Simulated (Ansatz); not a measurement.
A periodic structure is given below.

```yaml
crystal:
  lattice:
    - [2.54423, 0.00000, 0.00000]
    - [-1.27211, 2.20336, 0.00000]
    - [0.00000, 0.00000, 4.91065]
  atoms:
    - { symbol: Rh, position: [0.66667, 0.33333, 0.75000] }
    - { symbol: Rh, position: [0.33333, 0.66667, 0.25000] }
```

**Summarise the structure in words.**

The element is rhodium. It is primitive hexagonal, space group P6_3/mmc (No. 194). In terms of structure types, this is hexagonal close-packed (Mg type). The cell holds two atoms.

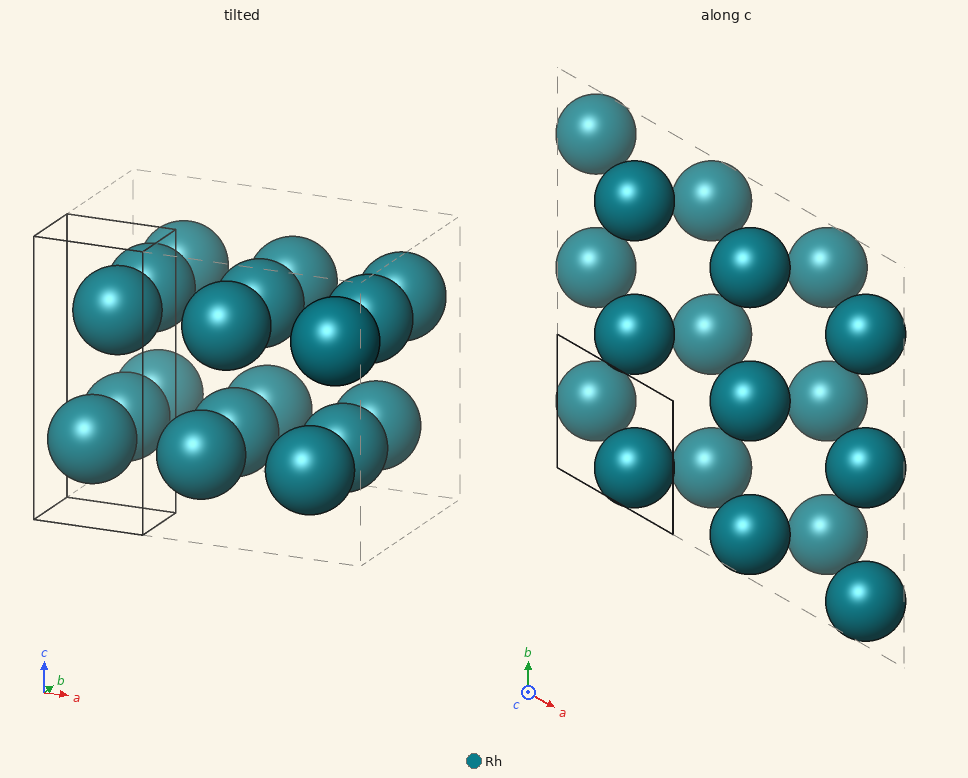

View slightly off an axis and along the c axis, drawn as a spheres-only model. The drawing covers 3×3×1 cells, and the solid lines enclose one conventional unit cell. Colours: rhodium blue.

Its origin is a structure listed in the Materials Project. The cell was then strained or its atoms displaced on purpose. Ansatz was used for an electronic-structure calculation on it.

At this level of theory the run's own cell isn't at rest (compressed, at 10 GPa), so its distances can differ from those at equilibrium, the more so the softer the solid.
